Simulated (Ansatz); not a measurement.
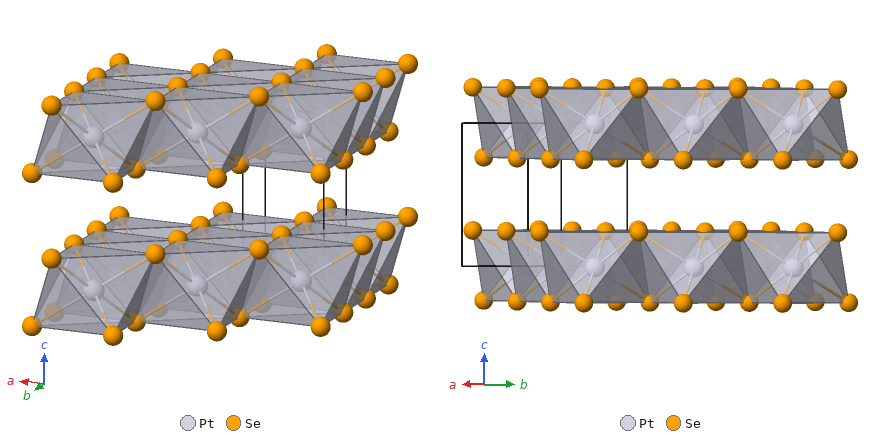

Polyhedra are drawn about Pt (bonds: Pt–Se below 2.8 Å); other atoms are plain spheres. Two views of the same piece.

PtSe₂ (space group P-3m1, No. 164): the geometry relaxed with Ansatz, DFT, r2SCAN+rVV10, plane waves, PAW; the starting structure was generated, so it need not be a known form of this composition.

Sharing among the drawn polyhedra:

| site | polyhedron | corner-sharing neighbours | edge-sharing | face-sharing | bond (Å) |
| --- | --- | --- | --- | --- | --- |
| Pt | PtSe6 octahedron | 0 | 6 | 0 | 2.51 |

They form layers of edge-sharing octahedra parallel to (001).
